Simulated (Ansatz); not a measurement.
# Al(111) / 1 layer Ru(0001) / Al(111): resistance against film thickness, part 2 of 2

How does the resistance across the layers grow with the film in Al(111) / 1 layer Ru(0001) / Al(111)?

Ansatz 0.2.0; Ansatz plane-wave DFT, PBE, PAW files; ballistic transport by layer matching (Landauer), zero bias; PAW set soft_1.

So far. Step 2 (With 1 layer): The lead's potential steps by 10 meV from period to period, small in itself. The program estimates the junction's conductance to 2.6 % from the k-mesh, 0.1 % from the leads' distance from neutral and 1.9 % from their steps. Step 3 (With 3 layers, k-mesh 15×15×1, film layers 3): The conductance of the junction is 3.0e14 S/m², 0.30 times the 9.9e14 S/m² of the last finished run.

## (4) With 5 layers, k-mesh 15×15×1, film layers 5

The stack now holds 5 film layers; the k-mesh follows the cell, and the energies span -0.27 to 0.27 eV.

System of this step: Al(111) / 5 layers Ru(0001) / Al(111). The cell holds 13 atoms: 8 Al and 5 Ru. Its edges and angles: a = 2.862 Å, b = 2.862 Å, c = 28.263 Å, α = 90.0°, β = 90.0°, γ = 120.0°. It derives from Al and Ru. Regions: lead, 8 atoms (8 Al); films, 5 atoms (5 Ru). The structure is stacked along c, and the current runs across the ab planes.

Contents of input.yaml:

```yaml
crystal:
  lattice:
    - [2.862347037, 0.0, 0.0]
    - [-1.4311735185, 2.4788652485, 0.0]
    - [0.0, 0.0, 28.262617548]
  atoms:
    - { symbol: Al, position: [0.0, 0.0, 0.0413460743] }
    - { symbol: Al, position: [0.3333333333, 0.6666666667, 0.1240382229] }
    - { symbol: Al, position: [0.6666666667, 0.3333333333, 0.2067303714] }
    - { symbol: Al, position: [0.0, 0.0, 0.28942252] }
    - { symbol: Ru, position: [0.3333333333, 0.6666666667, 0.3646148754] }
    - { symbol: Ru, position: [0.6666666667, 0.3333333333, 0.4323074377] }
    - { symbol: Ru, position: [0.3333333333, 0.6666666667, 0.5] }
    - { symbol: Ru, position: [0.6666666667, 0.3333333333, 0.5676925623] }
    - { symbol: Ru, position: [0.3333333333, 0.6666666667, 0.6353851246] }
    - { symbol: Al, position: [0.6666666667, 0.3333333333, 0.71057748] }
    - { symbol: Al, position: [0.0, 0.0, 0.7932696286] }
    - { symbol: Al, position: [0.3333333333, 0.6666666667, 0.8759617771] }
    - { symbol: Al, position: [0.6666666667, 0.3333333333, 0.9586539257] }
kpoints:
  mp_grid: { grid: [15, 15, 1] }
hamiltonian:
  xc: pbe
  pseudopotentials: { kind: paw, azcp: { folder: soft_1 } }
scf:
  occupations: { method: fermi_dirac, width: 0.1 }
output:
  transmission:
    leads: [[0, 1]]
    kmesh: [30, 30]
    e_range: [-0.27, 0.27]
    de: 0.036
  write_potential: true
  write_density: true
  volumetric_format: npy
```

Launch:

```
> ansatz run input.yaml --threads 4 --pin off --max-ram 15360MiB --backend cpu --events-out ev --progress --plain --runs-dir out
```

Numbers of over 12 decimals in the logs are rounded to 6 here.

The program printed:

```text
[...]
Crystal: 13 atoms, lattice volume = 200.534 Å³
Basis set: ecut = 420 eV, 3935 PW (Γ)
Bands: 65, of which v1, the nominal top of the filled ones, is band 52 counted from 1 (51 counted from 0)
Symmetry: 6 space group operations
[...]
k-points: 27 of 225 (time reversal used)
[...]
--- Transmission ---
  basis      : 61 plane waves across, 42 finite elements along
  points     : 91, standing for a mesh of 30 x 30
[...]
filled         : 24.8 meV over the level at which it is neutral
    channels       : 1.354444e0 a spin
[...]
slowest decay  : 0.0608 /Å at (0.3000, 0.3000)
  junction   : crystal 0 to crystal 0, 0.70 to 26.62 Å
    transmission   : 1.988382e-1 a spin
[...]
resistance     : 3.5655e-3 Ω µm² beyond half of each lead's own
[key lines of the parts left out:]
SCF converged after 9 iterations
Free energy (F): -33693.410393 eV
Fermi energy:    13.108260 eV
```

Run time: 50 s. Hardware: 4 threads of Arm Neoverse V1, shared host; peak memory 0.71 GiB; 3 min of CPU time.

Numbers from this step:

```
free energy                                                                : -33693.4104 eV
energy at zero smearing                                                    : -33693.2935 eV
Fermi energy                                                               : 13.11 eV
step of the lead's potential                                               : 13 meV
ballistic conductance of the lead                                          : 1.48e15 S/m²
estimated errors of the lead's conductance                                 : 0, 3.8, 0.4 % (band edges, k-mesh, distance from neutral)
lead conductance per cell                                                  : 1.354 G₀
conductance of the junction                                                : 2.36e14 S/m²
junction conductance per cell                                              : 0.2159 G₀
estimated errors of the junction's conductance                             : 0.5, 0, 13.9, 20.1, 5.8 % (energy step, band edges, k-mesh, leads' steps, distance from neutral)
area resistance that the stack adds (contact term taken off, spin by spin) : 3.566 fΩ m²
```

Per spin. The transmission, zone mean by energy, zero at the Fermi level:

| energy (eV) | transmission, zone mean |
| --- | --- |
| -0.270 | 0.325 |
| -0.234 | 0.293 |
| -0.198 | 0.284 |
| -0.162 | 0.273 |
| -0.126 | 0.291 |
| -0.090 | 0.275 |
| -0.054 | 0.245 |
| -0.018 | 0.226 |
| 0.018 | 0.199 |
| 0.054 | 0.189 |
| 0.090 | 0.195 |
| 0.126 | 0.206 |
| 0.162 | 0.229 |
| 0.198 | 0.219 |
| 0.234 | 0.232 |
| 0.270 | 0.228 |

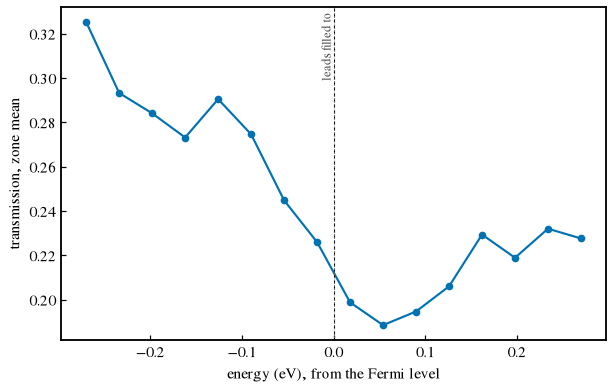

Transmission, zone mean, plotted against energy.

The conductance of the junction is 2.4e14 S/m², 22 % under the 3.0e14 S/m² of the last finished run, no more than the error estimates, leads' steps apart, of 9.2 and 14 % together.

## (5) With 7 layers, k-mesh 15×15×1, film layers 7

The stack now holds 7 film layers; the k-mesh follows the cell, and the energies span -0.27 to 0.27 eV.

System of this step: Al(111) / 7 layers Ru(0001) / Al(111). The cell holds 15 atoms: 8 Al and 7 Ru. Its edges and angles: a = 2.862 Å, b = 2.862 Å, c = 32.089 Å, α = 90.0°, β = 90.0°, γ = 120.0°. It derives from Al and Ru. Regions: lead, 8 atoms (8 Al); films, 7 atoms (7 Ru). The structure is stacked along c, and the current runs across the ab planes.

input.yaml, the sections that differ from step 4:

```yaml
crystal:
  lattice:
    - [2.862347037, 0.0, 0.0]
    - [-1.4311735185, 2.4788652485, 0.0]
    - [0.0, 0.0, 32.0889555459]
  atoms:
    - { symbol: Al, position: [0.0, 0.0, 0.0364159028] }
    - { symbol: Al, position: [0.3333333333, 0.6666666667, 0.1092477083] }
    - { symbol: Al, position: [0.6666666667, 0.3333333333, 0.1820795138] }
    - { symbol: Al, position: [0.0, 0.0, 0.2549113193] }
    - { symbol: Ru, position: [0.3333333333, 0.6666666667, 0.3211376189] }
    - { symbol: Ru, position: [0.6666666667, 0.3333333333, 0.3807584126] }
    - { symbol: Ru, position: [0.3333333333, 0.6666666667, 0.4403792063] }
    - { symbol: Ru, position: [0.6666666667, 0.3333333333, 0.5] }
    - { symbol: Ru, position: [0.3333333333, 0.6666666667, 0.5596207937] }
    - { symbol: Ru, position: [0.6666666667, 0.3333333333, 0.6192415874] }
    - { symbol: Ru, position: [0.3333333333, 0.6666666667, 0.6788623811] }
    - { symbol: Al, position: [0.6666666667, 0.3333333333, 0.7450886807] }
    - { symbol: Al, position: [0.0, 0.0, 0.8179204862] }
    - { symbol: Al, position: [0.3333333333, 0.6666666667, 0.8907522917] }
    - { symbol: Al, position: [0.6666666667, 0.3333333333, 0.9635840972] }
# kpoints, hamiltonian, scf, output: as in step 4
```

The program printed:

```text
[...]
Crystal: 15 atoms, lattice volume = 227.683 Å³
Basis set: ecut = 420 eV, 4463 PW (Γ)
Bands: 83, of which v1, the nominal top of the filled ones, is band 68 counted from 1 (67 counted from 0)
Symmetry: 6 space group operations
[...]
k-points: 27 of 225 (time reversal used)
[...]
--- Transmission ---
  basis      : 61 plane waves across, 50 finite elements along
  points     : 91, standing for a mesh of 30 x 30
[...]
filled         : 23.3 meV over the level at which it is neutral
    channels       : 1.354444e0 a spin
[...]
slowest decay  : 0.0612 /Å at (0.3000, 0.3000)
  junction   : crystal 0 to crystal 0, 0.70 to 30.45 Å
    transmission   : 2.092304e-1 a spin
[...]
resistance     : 3.5889e-3 Ω µm² beyond half of each lead's own
[key lines of the parts left out:]
SCF converged after 9 iterations
Free energy (F): -45450.256682 eV
Fermi energy:    14.349954 eV
```

It took 68 s on 4 threads; peak memory 0.88 GiB.

Numbers from this step:

* free energy: -45450.2567 eV
* energy at zero smearing: -45450.1069 eV
* Fermi energy: 14.35 eV
* step of the lead's potential: 17.5 meV
* conductance of the junction: 2.34e14 S/m²
* junction conductance per cell: 0.2147 G₀
* estimated errors of the junction's conductance: 0, 0, 12.3, 33.7, 0 % (energy step, band edges, k-mesh, leads' steps, distance from neutral)
* area resistance that the stack adds (contact term taken off, spin by spin): 3.589 fΩ m²

Per spin. Table of transmission, zone mean by energy, zero at the Fermi level:

| energy (eV) | transmission, zone mean |
| --- | --- |
| -0.270 | 0.217 |
| -0.234 | 0.213 |
| -0.198 | 0.228 |
| -0.162 | 0.262 |
| -0.126 | 0.241 |
| -0.090 | 0.226 |
| -0.054 | 0.217 |
| -0.018 | 0.214 |
| 0.018 | 0.209 |
| 0.054 | 0.214 |
| 0.090 | 0.255 |
| 0.126 | 0.256 |
| 0.162 | 0.285 |
| 0.198 | 0.305 |
| 0.234 | 0.274 |
| 0.270 | 0.293 |

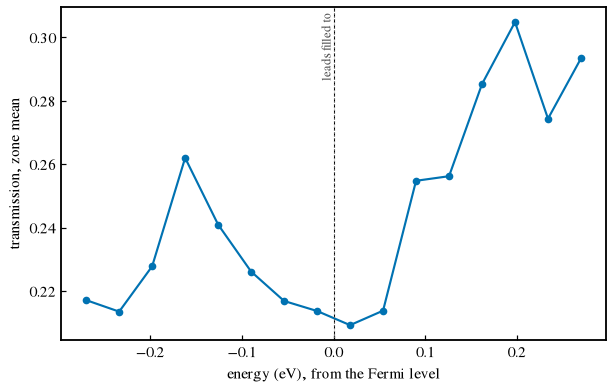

Transmission, zone mean, plotted against energy.

The conductance of the junction is 2.3e14 S/m², 0.56 % under the 2.4e14 S/m² of the last finished run, within the error estimates, leads' steps apart, of 14 and 12 %. The estimate from the leads' steps, 34 %, is larger still.

## (6) With 9 layers, k-mesh 15×15×1, film layers 9

The stack now holds 9 film layers; the k-mesh follows the cell, and the energies span -0.27 to 0.27 eV.

System of this step: Al(111) / 9 layers Ru(0001) / Al(111). The cell holds 17 atoms: 8 Al and 9 Ru. Cell: a = 2.862 Å, b = 2.862 Å, c = 35.915 Å, α = 90.0°, β = 90.0°, γ = 120.0°. It derives from Al and Ru. Regions: lead, 8 atoms (8 Al); films, 9 atoms (9 Ru). The structure is stacked along c, and the current runs across the ab planes.

input.yaml, the sections that differ from step 5:

```yaml
crystal:
  lattice:
    - [2.862347037, 0.0, 0.0]
    - [-1.4311735185, 2.4788652485, 0.0]
    - [0.0, 0.0, 35.9152935438]
  atoms:
    - { symbol: Al, position: [0.0, 0.0, 0.0325362309] }
    - { symbol: Al, position: [0.3333333333, 0.6666666667, 0.0976086928] }
    - { symbol: Al, position: [0.6666666667, 0.3333333333, 0.1626811546] }
    - { symbol: Al, position: [0.0, 0.0, 0.2277536165] }
    - { symbol: Ru, position: [0.3333333333, 0.6666666667, 0.2869243088] }
    - { symbol: Ru, position: [0.6666666667, 0.3333333333, 0.3401932316] }
    - { symbol: Ru, position: [0.3333333333, 0.6666666667, 0.3934621544] }
    - { symbol: Ru, position: [0.6666666667, 0.3333333333, 0.4467310772] }
    - { symbol: Ru, position: [0.3333333333, 0.6666666667, 0.5] }
    - { symbol: Ru, position: [0.6666666667, 0.3333333333, 0.5532689228] }
    - { symbol: Ru, position: [0.3333333333, 0.6666666667, 0.6065378456] }
    - { symbol: Ru, position: [0.6666666667, 0.3333333333, 0.6598067684] }
    - { symbol: Ru, position: [0.3333333333, 0.6666666667, 0.7130756912] }
    - { symbol: Al, position: [0.6666666667, 0.3333333333, 0.7722463835] }
    - { symbol: Al, position: [0.0, 0.0, 0.8373188454] }
    - { symbol: Al, position: [0.3333333333, 0.6666666667, 0.9023913072] }
    - { symbol: Al, position: [0.6666666667, 0.3333333333, 0.9674637691] }
# kpoints, hamiltonian, scf, output: as in step 5
```

The program printed:

```text
[...]
Crystal: 17 atoms, lattice volume = 254.832 Å³
Basis set: ecut = 420 eV, 5005 PW (Γ)
Bands: 101, of which v1, the nominal top of the filled ones, is band 84 counted from 1 (83 counted from 0)
Symmetry: 6 space group operations
[...]
k-points: 27 of 225 (time reversal used)
[...]
--- Transmission ---
  basis      : 61 plane waves across, 57 finite elements along
  points     : 91, standing for a mesh of 30 x 30
[...]
filled         : 16.9 meV over the level at which it is neutral
    channels       : 1.354444e0 a spin
[...]
slowest decay  : 0.0627 /Å at (0.3000, 0.3000)
  junction   : crystal 0 to crystal 0, 0.70 to 34.28 Å
    transmission   : 2.459677e-1 a spin
[...]
resistance     : 2.8466e-3 Ω µm² beyond half of each lead's own
[key lines of the parts left out:]
SCF converged after 10 iterations
Free energy (F): -57207.088411 eV
Fermi energy:    15.309745 eV
```

Elapsed: 86 s, on 4 threads; peak memory 1.1 GiB; 5.2 min of CPU time.

Numbers from this step:

* free energy: -57207.0884 eV
* energy at zero smearing: -57206.9008 eV
* Fermi energy: 15.31 eV
* step of the lead's potential: 15.9 meV
* estimated errors of the lead's conductance: 0, 3.8, 0.3 % (band edges, k-mesh, distance from neutral)
* lead conductance per cell: 1.352 G₀
* conductance of the junction: 2.84e14 S/m²
* junction conductance per cell: 0.2599 G₀
* estimated errors of the junction's conductance: 0.7, 0, 11.3, 36.7, 4 % (energy step, band edges, k-mesh, leads' steps, distance from neutral)
* area resistance that the stack adds (contact term taken off, spin by spin): 2.847 fΩ m²

Per spin. Table of transmission, zone mean by energy, zero at the Fermi level:

| energy (eV) | transmission, zone mean |
| --- | --- |
| -0.270 | 0.276 |
| -0.234 | 0.259 |
| -0.198 | 0.278 |
| -0.162 | 0.289 |
| -0.126 | 0.304 |
| -0.090 | 0.271 |
| -0.054 | 0.292 |
| -0.018 | 0.276 |
| 0.018 | 0.246 |
| 0.054 | 0.214 |
| 0.090 | 0.189 |
| 0.126 | 0.185 |
| 0.162 | 0.219 |
| 0.198 | 0.242 |
| 0.234 | 0.265 |
| 0.270 | 0.250 |

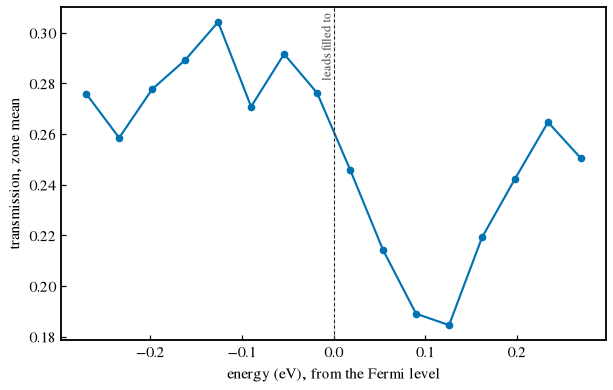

Transmission, zone mean against energy.

The conductance of the junction is 2.8e14 S/m², 21 % over the 2.3e14 S/m² of the last finished run, no more than the error estimates, leads' steps apart, of 12 and 11 % together. The estimate from the leads' steps, 37 %, is larger still.

## (7) Cost and result by level

Times are for 4 threads of Arm Neoverse V1, shared host. The series side by side:

| no. | film layers | area resistance that the stack adds (contact term taken off, spin by spin) (fΩ m²) | conductance of the junction (S/m²) | time | memory (GiB) |
| --- | --- | --- | --- | --- | --- |
| 1 | 1 | 0.3316 | 9.90e14 | 62 s | 0.52 |
| 2 | 3 | 2.644 | 3.01e14 | 36 s | 0.52 |
| 3 | 5 | 3.566 | 2.36e14 | 50 s | 0.71 |
| 4 | 7 | 3.589 | 2.34e14 | 68 s | 0.88 |
| 5 | 9 | 2.847 | 2.84e14 | 86 s | 1.1 |

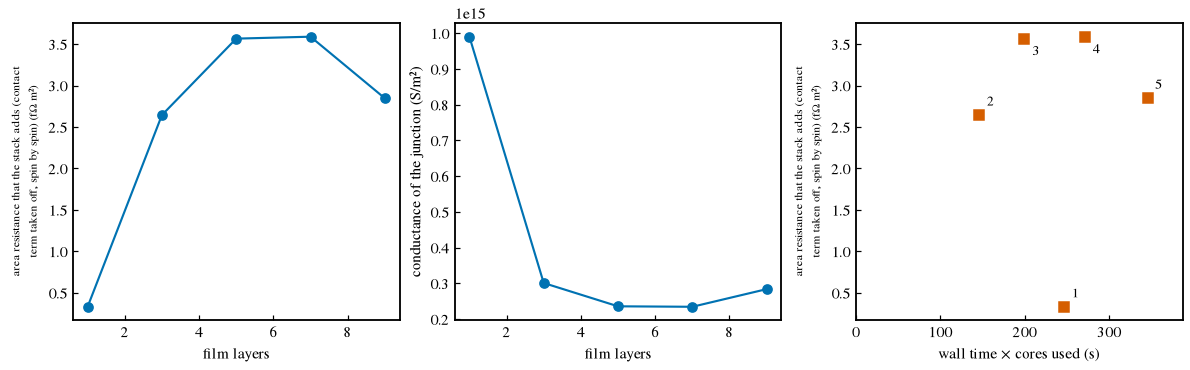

The series as plots; the last panel sets the first result against cost, with the runs numbered as in the table.

## (8) With 3 layers

This step: Ansatz plane-wave DFT, PBE, PAW files; ballistic transport by layer matching (Landauer), zero bias; changed: output.transmission.temperature = 0, scf.max_iter = 60 (Ansatz 0.2.0).

System of this step: Al(111) / 3 layers Ru(0001) / Al(111). The cell holds 11 atoms: 8 Al and 3 Ru. Its edges and angles: a = 2.862 Å, b = 2.862 Å, c = 24.436 Å, α = 90.0°, β = 90.0°, γ = 120.0°. It derives from Al and Ru. Regions: lead, 8 atoms (8 Al); films, 3 atoms (3 Ru). The structure is stacked along c, and the current runs across the ab planes.

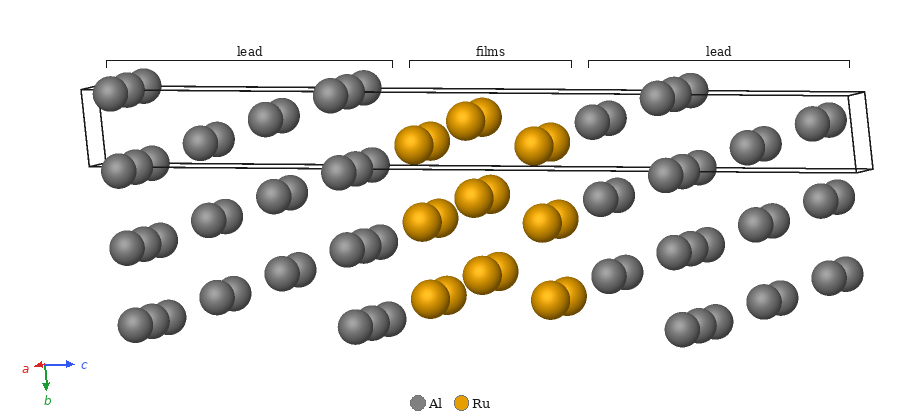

The cell of this step (aluminium grey, ruthenium orange). 2×3×1 cells are drawn. Some periodic images of atoms are drawn too.

Contents of input.yaml:

```yaml
crystal:
  lattice:
    - [2.862347037, 0.0, 0.0]
    - [-1.4311735185, 2.4788652485, 0.0]
    - [0.0, 0.0, 24.4362795502]
  atoms:
    - { symbol: Al, position: [0.0, 0.0, 0.0478202208] }
    - { symbol: Al, position: [0.3333333333, 0.6666666667, 0.1434606625] }
    - { symbol: Al, position: [0.6666666667, 0.3333333333, 0.2391011042] }
    - { symbol: Al, position: [0.0, 0.0, 0.3347415459] }
    - { symbol: Ru, position: [0.3333333333, 0.6666666667, 0.4217078445] }
    - { symbol: Ru, position: [0.6666666667, 0.3333333333, 0.5] }
    - { symbol: Ru, position: [0.3333333333, 0.6666666667, 0.5782921555] }
    - { symbol: Al, position: [0.6666666667, 0.3333333333, 0.6652584541] }
    - { symbol: Al, position: [0.0, 0.0, 0.7608988958] }
    - { symbol: Al, position: [0.3333333333, 0.6666666667, 0.8565393375] }
    - { symbol: Al, position: [0.6666666667, 0.3333333333, 0.9521797792] }
kpoints:
  mp_grid: { grid: [15, 15, 1] }
hamiltonian:
  xc: pbe
  pseudopotentials: { kind: paw, azcp: { folder: soft_1 } }
scf:
  occupations: { method: fermi_dirac, width: 0.1 }
  max_iter: 60
output:
  transmission:
    leads: [[0, 1]]
    kmesh: [30, 30]
    e_range: [-0.27, 0.27]
    de: 0.036
    temperature: 0
  write_potential: true
  write_density: true
  volumetric_format: npy
```

The program printed:

```text
Error: invalid value for `output.transmission.temperature`: must be finite and ≥ 1.2; got 0 K
```

Elapsed: 0.05 s, on 4 threads; peak memory 0.06 GiB.

The input was rejected at the start.

The program's message: “Error: invalid value for `output.transmission.temperature`: must be finite and ≥ 1.2; got 0 K”

The change that led to it: output.transmission.temperature = 0.

## (9) Outcome

* area resistance, 1 layer: 0.332 fΩ m²
* area resistance, 3 layers: 2.64 fΩ m²
* area resistance, 5 layers: 3.57 fΩ m²
* area resistance, 7 layers: 3.59 fΩ m²
* area resistance, 9 layers: 2.85 fΩ m²

What this shows: The stack adds 0.33 fΩ m² with 1 layer and 2.8 fΩ m² with 9. From 3 layers on no step exceeds the two runs' error estimates together, as expected where only the two interfaces scatter; half the mean, 1.6 fΩ m², is a rough coherent figure for one interface. Atoms sit on ideal sites and aren't relaxed. The program's error estimates for the conductances, leads' steps apart, run from 2.6 to 14 %. The program's estimate of the error from the leads' steps alone runs to 37 %, although the steps are small; only longer leads would test it. Ru(0001) is stretched by 5.8 % in plane to fit Al(111).

[Logs are printed without paths, hosts, clocks, repeated set-up lines and the standing remarks that a program may print on its own settings, such as how far it seeks lower states.]

[Hosts, paths, dates, database ids (printed as entryN), source tags and the programs' standing remarks are cut or masked in the printed files.]
